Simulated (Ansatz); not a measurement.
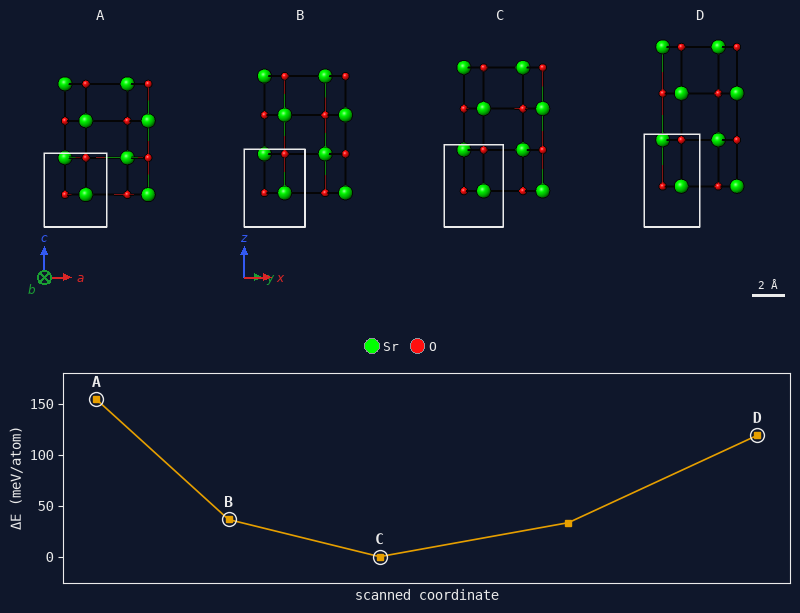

Frames of a one-coordinate scan of solid SrO (P6_3mc). x, y and z are the Cartesian axes of the input. A ball-and-stick model of the cell of the calculation, repeated 2 × 2 × 2 with one cell outlined, seen along the b axis.

Level of theory: DFT PBE, scalar-relativistic, plane waves, PAW in Ansatz 0.2.0. Settings: plane-wave cutoff 420 eV; k-point mesh 9 × 9 × 6; occupations gaussian; smearing width 0.05 eV; no spin polarisation. Energies (free energies at the smearing named) are counted from the cell as listed in its source, which wasn't relaxed.

> What is being scanned?

The ratio of the cell's length along z to its lengths across, counted as 1 for the reference, is changed at fixed volume (a c/a path), with the atoms kept at their fractional coordinates. In the frames the relative ratio is 0.85 (A), 0.92 (B), 1.00 (C), 1.20 (D). Of the computed points the lowest is at the relative ratio 1.00, 0.0 meV/atom. At the ends of the scan the energy is 154.2 meV/atom (0.85) and 119.0 meV/atom (1.20). The unrelaxed reference is under a pressure of 0.9 GPa. The distortion keeps the space group P6_3mc. At the relative ratio 1.20 the cell of the drawing goes a 4.275 → 4.023 Å, b 4.275 → 4.023 Å, c 5.156 → 5.822 Å.
